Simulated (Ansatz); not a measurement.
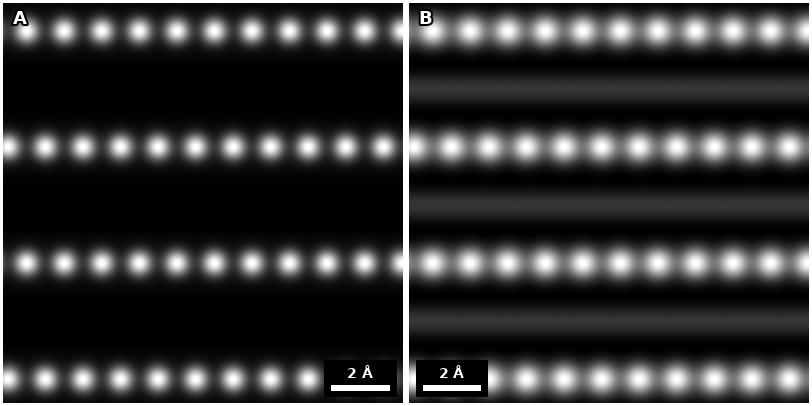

Two simulated images of the same area of HfB₂ (I4/mmm, No. 139) along [210], with a probe of 0.70 Å. One is incoherent Z contrast (Z^1.7 per atom), the other the projected potential of neutral atoms blurred by the probe (iDPC-like, thin sample). Brightness is counted from the darkest point of the image. Model: coordinates from a relaxation with DFT PBE, scalar-relativistic, plane waves, PAW (Ansatz 0.2.0); the starting structure was generated, so it need not be a known form of this composition.

**Which panel is which, and how can one tell?**

A is the Z-contrast image and B the potential image. The columns of 1 B per repeat reach about 1 % of the brightest peak (1 Hf) in A but about 21 % in B, mainly since the potential grows much more slowly with atomic number. The B columns show clearly in B alone.
